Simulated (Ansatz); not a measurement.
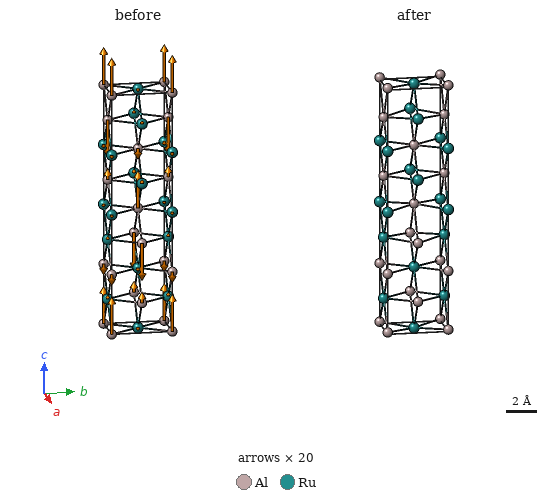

The structure of an interface cell of composition AlRu before (left) and after (right) a relaxation, at one scale. The orange arrows give the displacements (the part carried along by the change of the cell is left out), 20 times their true length.

Style: ball-and-stick. Shown: the cell of the calculation, slightly off an axis.

Case: antiphase boundary on (1 1 0), species swapped.

Level of theory: DFT PBEsol, scalar-relativistic, plane waves, PAW in Ansatz.

Input
```yaml
crystal:
  lattice:
    - [2.9764078218, 0.0, 0.0]
    - [0.0, 4.2092763087, 0.0]
    - [0.0, 0.0, 16.8371052347]
  atoms:
    - { symbol: Al, position: [0.0, 0.0, 0.0] }
    - { symbol: Al, position: [0.0, 0.5, 0.125] }
    - { symbol: Ru, position: [0.5, 0.5, 0.25] }
    - { symbol: Ru, position: [0.5, 0.0, 0.125] }
    - { symbol: Al, position: [0.0, 1.0, 0.25] }
    - { symbol: Al, position: [0.0, 0.5, 0.375] }
    - { symbol: Al, position: [0.5, 0.5, 0.5] }
    - { symbol: Ru, position: [0.5, 0.0, 0.375] }
    - { symbol: Ru, position: [0.0, 1.0, 0.5] }
    - { symbol: Ru, position: [0.0, 0.5, 0.625] }
    - { symbol: Al, position: [0.5, 0.5, 0.75] }
    - { symbol: Al, position: [0.5, 0.0, 0.625] }
    - { symbol: Ru, position: [0.0, 0.0, 0.75] }
    - { symbol: Ru, position: [0.0, 0.5, 0.875] }
    - { symbol: Ru, position: [0.5, 0.5, 0.0] }
    - { symbol: Al, position: [0.5, 1.0, 0.875] }
basis:
  ecutwfc: 420
kpoints:
  mp_grid: { grid: [12, 8, 2] }
hamiltonian:
  xc: pbesol
scf:
  occupations: { method: gaussian, width: 0.1 }
output:
  forces: true
  stress: true
  eigenvalues: true
  populations: true
  write_density: true
  write_potential: true
  elf: true
  volumetric_format: npy
relax:
  adjacent_minimum: "off"
  f_tol: 0.02
  max_steps: 45
  cell: { fix: [a, b, alpha, beta, gamma], stress_tol: 0.1 }
```

Launched with:
```bash
ansatz run input.yaml --threads 2 --pin off --max-ram 5120MiB --backend cpu --events-out ev --progress --plain --runs-dir out
```

**What changed between the two?**

The largest moves relative to the cell, 0.13 Å, are those of Al1, Al6, Al7 and Al16. Al16 goes along −c. Largest moves by element: Al 0.13 Å, Ru 0.01 Å. Cell: a unchanged at 2.976 Å, b unchanged at 4.209 Å, c 16.837 → 17.221 Å (+2.3 %). Volume +2.3 %. Near-neighbour distances that change, for instance: Al1–Al16 2.578 → 2.841 Å, Al11–Ru14 2.578 → 2.661 Å, Al1–Ru4 2.578 → 2.520 Å, Ru14–Ru15 2.578 → 2.598 Å. After 4 accepted moves (5 points after the start) the energy has fallen by 0.518 eV per cell of the calculation. The largest force component goes from 1.6 to 0.0042 eV/Å. Pressure: 1.92 GPa at the start and −2.06 GPa at the end. The SCF was repeated once at an unchanged geometry on a basis and grid sized afresh for the cell, which shifted the energy by 1.9 meV per cell of the calculation at most.
